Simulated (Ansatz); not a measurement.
## WS: single-point calculation

System: WS (Fm-3m, 2 atoms in the cell).
Method: DFT r2SCAN, scalar-relativistic, plane waves, PAW, spin-polarised (Ansatz 0.2.0).

The structure was built on a prototype by a generator; it need not be a known phase. It belongs to a series of runs on one base structure; here: large parallel starting moments. Figures and captions count atoms from 1; the log counts them from 0 in places.

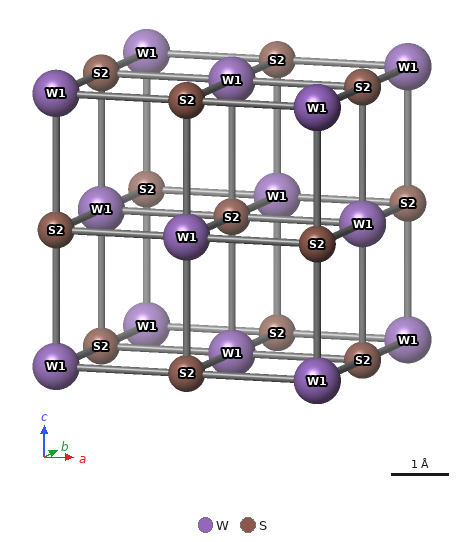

Fig. 1: The structure as given in the input (ball-and-stick view of the cell 4 times as large as that of the calculation, set on its symmetry axes, seen slightly off an axis; atoms are numbered from 1 in the order of the input). An atom can appear more than once, as a periodic image. Near neighbours in the periodic cell (some may lie outside the picture): W has 6 S at 2.45 Å; S has 6 W at 2.45 Å.

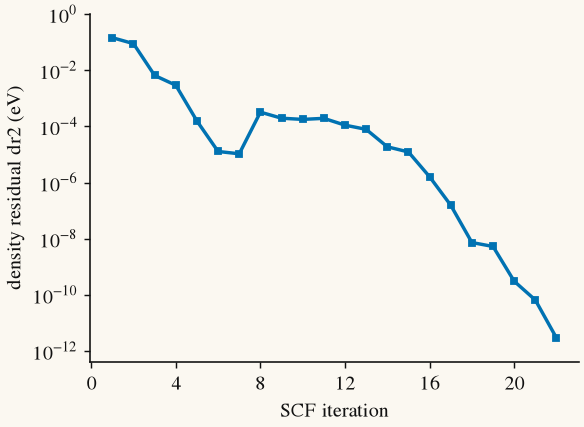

Fig. 2: Convergence of the self-consistent field: density residual dr2 against the SCF iteration. The residual comes down, with one marked jump up, by a factor of about 30, at step 8.

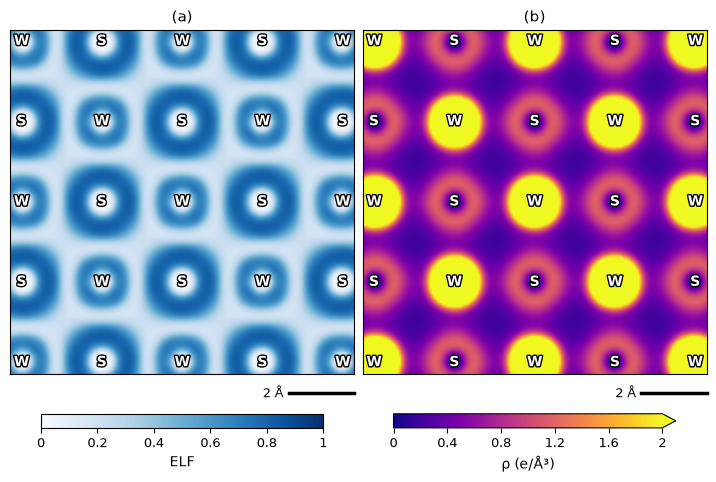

Fig. 3: (a) electron localisation function; (b) valence pseudo-density on the (100) plane of the conventional cell. W–S (2.45 Å): ρ is about 0.53 e/Å³ halfway; the ELF is about 0.35 at the midpoint. Away from the nuclei the density in this plane falls to 0.19 e/Å³ at its lowest. The strong features right at W lie inside the PAW spheres (semicore, d or f shells) and say nothing about bonding. In a PAW calculation such maps are meaningful between the atoms, not at the nuclei.

The input that produced these results follows, with the program's output.

**Input file**
```yaml
crystal:
  lattice:
    - [0.0, 2.4499136187, 2.4499136187]
    - [2.4499136187, 0.0, 2.4499136187]
    - [2.4499136187, 2.4499136187, 0.0]
  atoms:
    - { symbol: W, position: [0.0, 0.0, 0.0], spin: 2.5 }
    - { symbol: S, position: [0.5, 0.5, 0.5] }
basis:
  ecutwfc: 500
kpoints:
  mp_grid: { grid: [14, 14, 14] }
hamiltonian:
  xc: r2scan
scf:
  occupations: { method: gaussian, width: 0.1 }
  lower_state_search: "off"
output:
  forces: true
  stress: true
  eigenvalues: true
  populations: true
  write_density: true
  write_potential: true
  elf: true
  volumetric_format: npy
magnetization:
  spin_polarized: true
```

Launched with:
```bash
ansatz run input.yaml --threads 1 --pin off --max-ram 2560MiB --backend cpu --events-out ev --progress --plain --runs-dir out
```

**What the program printed**
```
Engine: ansatz 0.2.0, x86_64-unknown-linux-gnu
Pseudopotentials: kind: paw
Pseudopotential: W, paw, valence charge 14, recommended cutoff 500 eV (meta_gga), W.paw.azcp
Pseudopotential: S, paw, valence charge 6, recommended cutoff 500 eV (meta_gga), S.paw.azcp
Functional definition: r2SCAN
  parameter k0 = 0.174
  parameter k1 = 0.065
  parameter a1 = 4.9479
  exchange = r2scan_x(k0 = k0, k1 = k1, a1 = a1)
  correlation = r2scan_c
Crystal: 2 atoms, lattice volume = 29.409 Å³
Basis set: ecut = 500 eV, 725 PW (Γ), exchange–correlation on 108×108×108 points (64 copies of the dense FFT grid, shifted against one another)
Bands: 16, of which v1, the nominal top of the filled ones, is band 10 counted from 1 (9 counted from 0)
Symmetry: 48 space group operations
Space group: Fm-3m (ITA 225), of the structure as read, at distance tolerance 3.1e-5 Å
Magnetic group: BNS 225.116 (UNI 1618), of the structure as read, at distance tolerance 3.1e-5 Å
k-points: 104 of 2744
Non-local potential: W, projectors of the file, l = 0: 3, l = 1: 2, l = 2: 2, l = 3: 1
Non-local potential: S, projectors of the file, l = 0: 2, l = 1: 2, l = 2: 2
PAW form: soft (Blöchl's): semilocal exchange-correlation on the pseudo side does not see the compensation charge
PAW frozen core: W, regenerated for the run's functional (the file was generated under x = pbe(κ = 0.804, μ = 0.2195149727645171), c = pbe(β = 0.06672455060314922))
PAW frozen core: S, regenerated for the run's functional (the file was generated under x = pbe(κ = 0.804, μ = 0.2195149727645171), c = pbe(β = 0.06672455060314922))
PAW one-centre angular grid: W, 590 points (default); XC on 160 Gauss nodes
PAW one-centre angular grid: S, 302 points (default); XC on 160 Gauss nodes
Initial density: superposition of atomic densities (chi_scale 0.1, normalization cell)
Starting moments: Σ|m| = 2.5 μB on 1 of 2 sites
Initial wavefunctions: pseudopotential atomic-orbital guess
Functional: x = r2scan, c = r2scan; τ floored in thin density (d = 2e-4 eV/Å³)
iter 1 solved again at ethr=7.13e-4 eV; its pass at ethr=3.10e-3 eV (dr2=1.43e-1 eV) is discarded
SCF iter   1: F=-11301.387173 eV  HF=-11300.766281 eV  |F-HF|=6.21e-1  |Δ(HF+E_count)|=         —  Δρ=6.46e-2 (↑6.46e-2 ↓6.19e-2)  dr2=1.45e-1  dr2_τ=1.25e-1  dr2_m=1.03e0  M=1.326 μB ∫|m|=1.342 μB  β_m=0.30  ethr=7.13e-4  ⟨swp⟩=1.0  Hψ=25546  notcnv=0
preconditioner: auto → none  [metal: Δε(μ)=0.006 eV  Ē_g=11.791 eV  σ=0.100 eV  W_gap=0.03  n_scr=8 (ndim 8)  ℏωp=23.7 eV  f_vac=0.000  D(μ)=2.14/eV (n_scr^D=26)  sad-step TF]
SCF iter   2: F=-11301.443961 eV  HF=-11301.157095 eV  |F-HF|=2.87e-1  |Δ(HF+E_count)|=   3.91e-1  Δρ=4.67e-2 (↑4.67e-2 ↓4.60e-2)  dr2=8.89e-2  dr2_τ=1.38e-2  dr2_m=5.46e-1  M=1.266 μB ∫|m|=1.275 μB  β_m=0.30  ethr=7.13e-4  ⟨swp⟩=2.9  Hψ=6865  notcnv=0  κ⁻¹=1.0e0(r=1)
SCF iter   3: F=-11301.477567 eV  HF=-11301.337099 eV  |F-HF|=1.40e-1  |Δ(HF+E_count)|=   1.80e-1  Δρ=3.39e-2 (↑3.18e-2 ↓3.39e-2)  dr2=6.54e-3  dr2_τ=7.22e-3  dr2_m=2.89e-1  M=1.219 μB ∫|m|=1.228 μB  β_m=0.30  ethr=4.44e-4  ⟨swp⟩=2.3  Hψ=6689  notcnv=0  κ⁻¹=1.7e-2(r=2)
SCF iter   4: F=-11301.489712 eV  HF=-11301.410082 eV  |F-HF|=7.96e-2  |Δ(HF+E_count)|=   7.30e-2  Δρ=2.50e-2 (↑2.50e-2 ↓2.47e-2)  dr2=2.93e-3  dr2_τ=4.16e-3  dr2_m=1.65e-1  M=1.163 μB ∫|m|=1.171 μB  β_m=0.30  ethr=3.27e-5  ⟨swp⟩=2.2  Hψ=6752  notcnv=0  defer=3  κ⁻¹=6.7e-3(r=3)
SCF iter   5: F=-11301.497421 eV  HF=-11301.451678 eV  |F-HF|=4.57e-2  |Δ(HF+E_count)|=   4.16e-2  Δρ=1.88e-2 (↑1.88e-2 ↓1.86e-2)  dr2=1.56e-4  dr2_τ=2.24e-3  dr2_m=9.44e-2  M=1.113 μB ∫|m|=1.120 μB  β_m=0.30  ethr=1.46e-5  ⟨swp⟩=2.3  Hψ=6566  notcnv=0  defer=3  κ⁻¹=1.9e-4(r=4)
SCF iter   6: F=-11301.503075 eV  HF=-11301.474899 eV  |F-HF|=2.82e-2  |Δ(HF+E_count)|=   2.32e-2  Δρ=1.45e-2 (↑1.44e-2 ↓1.45e-2)  dr2=1.28e-5  dr2_τ=1.32e-3  dr2_m=5.63e-2  M=1.063 μB ∫|m|=1.070 μB  β_m=0.30  ethr=7.78e-7  ⟨swp⟩=2.2  Hψ=6347  notcnv=0  defer=3  κ⁻¹=7.6e-6(r=5)
SCF iter   7: F=-11301.507439 eV  HF=-11301.489069 eV  |F-HF|=1.84e-2  |Δ(HF+E_count)|=   1.42e-2  Δρ=1.14e-2 (↑1.14e-2 ↓1.13e-2)  dr2=1.06e-5  dr2_τ=7.67e-4  dr2_m=3.47e-2  M=1.017 μB ∫|m|=1.024 μB  β_m=1.20  ethr=6.42e-8  ⟨swp⟩=3.3  Hψ=6833  notcnv=0  defer=3
Mixer restart at iter 7: flushing history
spin-set hold released at iteration 7 (site moments contracting): the magnetisation degrees of freedom join the quasi-Newton model from the next iteration; the mixer history was flushed
SCF iter   8: F=-11301.518419 eV  HF=-11301.512315 eV  |F-HF|=6.10e-3  |Δ(HF+E_count)|=   2.32e-2  Δρ=3.40e-3 (↑3.40e-3 ↓2.78e-3)  dr2=3.23e-4  dr2_τ=9.75e-4  dr2_m=2.53e-3  M=0.855 μB ∫|m|=0.861 μB  β_m=1.20  ethr=5.29e-8  ⟨swp⟩=3.7  Hψ=8045  notcnv=0  defer=3  κ⁻¹=1.0e0(r=1)
SCF iter   9: F=-11301.525158 eV  HF=-11301.519951 eV  |F-HF|=5.21e-3  |Δ(HF+E_count)|=   7.64e-3  Δρ=2.90e-3 (↑2.90e-3 ↓2.28e-3)  dr2=1.96e-4  dr2_τ=3.02e-4  dr2_m=1.76e-3  M=0.729 μB ∫|m|=0.733 μB  β_m=1.20  ethr=5.29e-8  ⟨swp⟩=3.4  Hψ=8026  notcnv=0  defer=12  κ⁻¹=2.0e-2(r=2)
SCF iter  10: F=-11301.536871 eV  HF=-11301.531920 eV  |F-HF|=4.95e-3  |Δ(HF+E_count)|=   1.20e-2  Δρ=2.48e-3 (↑2.48e-3 ↓1.77e-3)  dr2=1.78e-4  dr2_τ=1.72e-4  dr2_m=1.13e-3  M=0.469 μB ∫|m|=0.473 μB  β_m=1.20  ethr=5.29e-8  ⟨swp⟩=4.1  Hψ=8771  notcnv=0  defer=38  κ⁻¹=2.2e-3(r=3)
SCF iter  11: F=-11301.543051 eV  HF=-11301.539416 eV  |F-HF|=3.64e-3  |Δ(HF+E_count)|=   7.50e-3  Δρ=1.50e-3 (↑1.50e-3 ↓9.32e-4)  dr2=1.94e-4  dr2_τ=4.40e-5  dr2_m=2.59e-4  M=0.287 μB ∫|m|=0.290 μB  β_m=1.20  ethr=5.29e-8  ⟨swp⟩=3.9  Hψ=8443  notcnv=0  defer=53  κ⁻¹=2.1e-3(r=4)
SCF iter  12: F=-11301.543646 eV  HF=-11301.541660 eV  |F-HF|=1.99e-3  |Δ(HF+E_count)|=   2.24e-3  Δρ=1.25e-3 (↑1.25e-3 ↓8.33e-4)  dr2=1.11e-4  dr2_τ=3.25e-5  dr2_m=2.16e-4  M=0.262 μB ∫|m|=0.264 μB  β_m=1.20  ethr=5.29e-8  ⟨swp⟩=2.9  Hψ=6115  notcnv=0  defer=71  κ⁻¹=6.6e-4(r=5)
SCF iter  13: F=-11301.545626 eV  HF=-11301.545633 eV  |F-HF|=6.84e-6  |Δ(HF+E_count)|=   3.97e-3  Δρ=3.51e-4 (↑2.77e-4 ↓3.51e-4)  dr2=7.87e-5  dr2_τ=4.28e-6  dr2_m=1.34e-5  M=0.059 μB ∫|m|=0.060 μB  β_m=1.20  ethr=5.29e-8  ⟨swp⟩=4.1  Hψ=8345  notcnv=0  defer=76  κ⁻¹=4.9e-4(r=6)
SCF iter  14: F=-11301.545631 eV  HF=-11301.545603 eV  |F-HF|=2.88e-5  |Δ(HF+E_count)|=   3.02e-5  Δρ=2.74e-4 (↑1.87e-4 ↓2.74e-4)  dr2=1.88e-5  dr2_τ=1.91e-6  dr2_m=1.08e-5  M=0.073 μB ∫|m|=0.074 μB  β_m=1.20  ethr=5.29e-8  ⟨swp⟩=2.1  Hψ=5990  notcnv=0  defer=137  κ⁻¹=9.1e-5(r=7)
SCF iter  15: F=-11301.545707 eV  HF=-11301.545693 eV  |F-HF|=1.46e-5  |Δ(HF+E_count)|=   9.03e-5  Δρ=1.78e-4 (↑1.36e-4 ↓1.78e-4)  dr2=1.23e-5  dr2_τ=7.08e-7  dr2_m=3.40e-6  M=0.047 μB ∫|m|=0.047 μB  β_m=1.20  ethr=5.29e-8  ⟨swp⟩=2.6  Hψ=5506  notcnv=0  defer=139  κ⁻¹=5.2e-6(r=8)
SCF iter  16: F=-11301.545731 eV  HF=-11301.545711 eV  |F-HF|=2.05e-5  |Δ(HF+E_count)|=   1.78e-5  Δρ=9.53e-5 (↑5.99e-5 ↓9.53e-5)  dr2=1.61e-6  dr2_τ=2.03e-7  dr2_m=1.16e-6  M=0.037 μB ∫|m|=0.038 μB  β_m=1.20  ethr=5.29e-8  ⟨swp⟩=2.4  Hψ=5364  notcnv=0  defer=145  κ⁻¹=1.1e-4(r=8)
SCF iter  17: F=-11301.545755 eV  HF=-11301.545746 eV  |F-HF|=8.37e-6  |Δ(HF+E_count)|=   3.55e-5  Δρ=3.36e-5 (↑2.08e-5 ↓3.36e-5)  dr2=1.56e-7  dr2_τ=2.57e-8  dr2_m=1.62e-7  M=0.018 μB ∫|m|=0.019 μB  β_m=1.20  ethr=8.07e-9  ⟨swp⟩=3.1  Hψ=6239  notcnv=0  defer=147  κ⁻¹=2.8e-5(r=8)
SCF iter  18: F=-11301.545761 eV  HF=-11301.545760 eV  |F-HF|=1.25e-6  |Δ(HF+E_count)|=   1.38e-5  Δρ=8.38e-6 (↑7.48e-6 ↓8.38e-6)  dr2=7.31e-9  dr2_τ=2.11e-9  dr2_m=1.26e-8  M=0.006 μB ∫|m|=0.006 μB  β_m=1.20  ethr=5.00e-10  ⟨swp⟩=14.0  Hψ=27501  notcnv=0  κ⁻¹=3.1e-6(r=8)
SCF iter  19: F=-11301.545762 eV  HF=-11301.545762 eV  |F-HF|=1.36e-7  |Δ(HF+E_count)|=   1.83e-6  Δρ=4.39e-6 (↑4.22e-6 ↓4.39e-6)  dr2=5.29e-9  dr2_τ=5.13e-10  dr2_m=2.11e-9  M=0.002 μB ∫|m|=0.002 μB  β_m=1.20  ethr=3.66e-11  ⟨swp⟩=10.2  Hψ=23312  notcnv=0  κ⁻¹=1.6e-6(r=8)
iter 20 did not close the SCF: its close was put off for a magnetic moment that had not settled (scf_convergence_deferred on its scf_iter line)
SCF iter  20: F=-11301.545762 eV  HF=-11301.545762 eV  |F-HF|=6.01e-8  |Δ(HF+E_count)|=   1.32e-7  Δρ=2.01e-6 (↑1.45e-6 ↓2.01e-6)  dr2=3.06e-10  dr2_τ=1.01e-10  dr2_m=6.99e-10  M=-0.001 μB ∫|m|=0.001 μB  β_m=1.20  ethr=2.64e-11  ⟨swp⟩=10.0  Hψ=23131  notcnv=0  κ⁻¹=4.8e-7(r=8)
iter 21 did not close the SCF: its close was put off for a magnetic moment that had not settled (scf_convergence_deferred on its scf_iter line)
SCF iter  21: F=-11301.545762 eV  HF=-11301.545762 eV  |F-HF|=2.43e-8  |Δ(HF+E_count)|=   5.98e-8  Δρ=1.11e-6 (↑8.87e-7 ↓1.11e-6)  dr2=6.53e-11  dr2_τ=3.43e-11  dr2_m=2.41e-10  M=-0.001 μB ∫|m|=0.001 μB  β_m=1.20  ethr=1.53e-12  ⟨swp⟩=4.4  Hψ=17747  notcnv=0  κ⁻¹=5.6e-7(r=8)
SCF iter  22: F=-11301.545762 eV  HF=-11301.545762 eV  |F-HF|=1.16e-9  |Δ(HF+E_count)|=   3.81e-8  Δρ=2.32e-7 (↑2.32e-7 ↓2.29e-7)  dr2=2.91e-12  dr2_τ=1.76e-12  dr2_m=1.23e-11  M=-0.000 μB ∫|m|=0.000 μB  ethr=1.00e-12  ⟨swp⟩=4.8  Hψ=17843  notcnv=0
WARN: the starting moments were not kept: the SCF closed with an absolute magnetisation of 1.9e-4 μB, where they sum to 2.5 μB in size (1 site). That is at most 0.1 of that sum. Measured as dr2_m measures the in/out step, that magnetisation stands 8.2e-9 eV from none, at or under the dr2_threshold of 1.0e-7 eV: it is no larger than a step whose dr2_m would equal this threshold. The system may hold no moment; this SCF shows only that its start led to no more than that. To try another start: raise the starting moments (crystal.atoms[].spin, magnetization.per_species, magnetization.initial_magnetization, or on a non-collinear deck that types none of these the spinor_matrix: blocks that start its atoms; where the total moment is fixed, keep their sum and leave initial_magnetization as it is; typed ones take the place of any that the run laid by itself, positive ones on a crystal's lanthanoids without a Hubbard term where scf.initial_density.shell_occupations: [] is typed) or, if the notice of its spin-set hold's release reads "site moments contracting" or "site moments show no strong build", lengthen the hold (scf.mixing.spin_hold: { on: { confirm: 4 } }; for m-r²SCAN on two components see the key's manual first). Each may lead to a state that holds a moment. A second SCF, from the converged charge density, with the starting moments and any scf.initial_density.shell_occupations laid on it anew, would have followed, and was not run: the deck does not ask for one (magnetization.retry_lost_moments is false, the default). To let it run, set magnetization.retry_lost_moments: true and run the deck again, where that key's refused combinations let it; where memory then withholds it, that run's warning says so.
SCF 1 converged in 22 iterations: F = -11301.545762 eV  dr2 = 2.91e-12
  greatest PAW one-centre occupation: 0.999 electrons in one spin orbital (limit 2), on the W atom at site 0 (counted from 0), in its partial waves of l = 0
this state was not tested for a lower state beside it, because the mixer in use, unlike msr1, does not test its closes by its own steps (another_mixer; see scf.mixing.algorithm and scf.lower_state_search)
SCF converged after 22 iterations
Magnetization: -0.0002 μB (9.9999 up, 10.0001 down)
Absolute magnetization: 0.0002 μB (∫|ρ↑−ρ↓|, with the PAW one-centre terms)
Spin contamination: 0.0000 ħ² per cell (⟨S²⟩ above its minimum at these occupations)
Per-site moments (μB) at R_I (Å): [(-0.00012807156739453538, 1.01058936771375), (-7.19008096827024e-6, 1.01058936771375)]
Free energy (F): -11301.545762 eV
Harris-Foulkes:  -11301.545762 eV  (|F-HF|=1.16e-9)
Internal energy: -11301.533769 eV  (E = F + TS)
E sigma→0 (E₀):  -11301.539766 eV
Entropy (-TS):   -0.011993 eV (-5.997 meV/atom)
Fermi energy:    18.762721 eV
--- Per-component energies (eV) ---
  E_band       = -103.909965
  E_kinetic    = 567.269169
  E_local      = -819.048766  (includes V_loc(G=0)·N_el)
  E_nonlocal   = 31.678627
  E_hartree    = 297.602843
  E_xc         = -342.197137
  E_vxc        = -356.634021  (∫ρ·V_xc dr)
  E_paw        = -9204.142782  (= ΣΔE_a)
  E_vpaw       = -140.359483  (= ΣTr[D̂ρ^β])
  E_aug_tail   = -0.000048  (compensation charges beyond the density's cutoff)
  E_vtau       = 17.978897  (kinetic-family band-sum trace: ∫τ·v_τ [+ j·A + Jᵃ·Aᵃ] dr)
  E_ewald      = -1831.997960
  E_core_change = -0.697716  (= ΣΔE_core)
  E_smearing   = -0.011993  (= −TS)
  E_closure    = 0.000000  (closes the sum)
  Σ components = -11301.545762   (vs F -11301.545762, Δ=0.00e0)
--- Forces (eV/Å), atoms counted from 1 ---
  atom   1  W     -0.00000000     0.00000000    -0.00000000
  atom   2  S      0.00000000     0.00000000     0.00000000
  max |Σ_I F_I| component: 2.14e-30 eV/Å
--- Stress (GPa, compression-positive) ---
        4.367098      -0.000000       0.000000
       -0.000000       4.367098       0.000000
        0.000000      -0.000000       4.367098
  P = ⅓ Tr σ = 4.3671 GPa (43.671 kbar)
--- Band table (eV; the first three rows and the last of 208) ---
  k-point 0 ↑: bands = ["-57.9073", "-21.5523", "-21.5523", "-21.5523", "0.4057", "14.9697", "14.9697", "14.9697", "15.7867", "15.7867", "15.7867", "16.3836", "16.3836", "21.7471", "27.6155", "32.3014"]
  k-point 1 ↑: bands = ["-57.9068", "-21.5634", "-21.5535", "-21.5535", "0.4971", "14.2104", "14.3334", "14.3334", "15.9466", "15.9466", "16.2355", "17.0988", "17.0988", "22.1244", "27.8223", "31.7741"]
  k-point 2 ↑: bands = ["-57.9056", "-21.5945", "-21.5569", "-21.5569", "0.7637", "12.9805", "13.4438", "13.4438", "16.2639", "16.2639", "16.7032", "18.3764", "18.3764", "23.0701", "28.1713", "30.8751"]
  k-point 103 ↓: bands = ["-57.8960", "-21.6957", "-21.6713", "-21.6337", "2.4557", "11.0121", "11.1197", "11.4338", "17.2339", "18.4691", "18.7697", "19.9258", "20.4974", "26.0849", "27.7883", "28.3083"]
--- Löwdin populations: 2 sites ---
  site symbol       q [e]    m [muB]
     0      W     13.7826    -0.0002
     1      S      5.9872    -0.0000
  spilling = 0.011508 (of n_electrons = 20.000000)
```

**File populations.tsv**
```
# site	symbol	l	j	q_up	q_dn
# orbitals = lowdin
# n_electrons = 20.000000
# spilling = 0.011508
0	W	0_5S	-	0.990413	0.990413
0	W	0_6S	-	0.269433	0.269442
0	W	1_5P	-	2.995930	2.995930
0	W	2_5D	-	2.635423	2.635599
1	S	0_3S	-	0.792929	0.792931
1	S	1_3P	-	2.200695	2.200694
```

**Key numbers**

```tsv
quantity	value
outcome	converged
space group (tolerance 0.01 Å)	Fm-3m (225)
electrons treated	20
free energy	−11301.5458 eV
Fermi energy	18.763 eV
gap on the k-point mesh	none (metallic)
net moment of the cell	0.00 μB
integrated absolute moment	0.00 μB
pressure	4.37 GPa
largest force (length of the vector)	under 0.001 eV/Å
hardware	1 thread of Intel Xeon @ 2.50GHz (Skylake/Cascade Lake), 192 GiB of memory available, shared host
wall time	42 s
peak memory	0.52 GiB
```

**Notes**

The electronic state found may not be the lowest one. Warnings of the run: some starting moments were not kept; the state was not tested for a lower one. Spin–orbit coupling is left out, which matters for W.
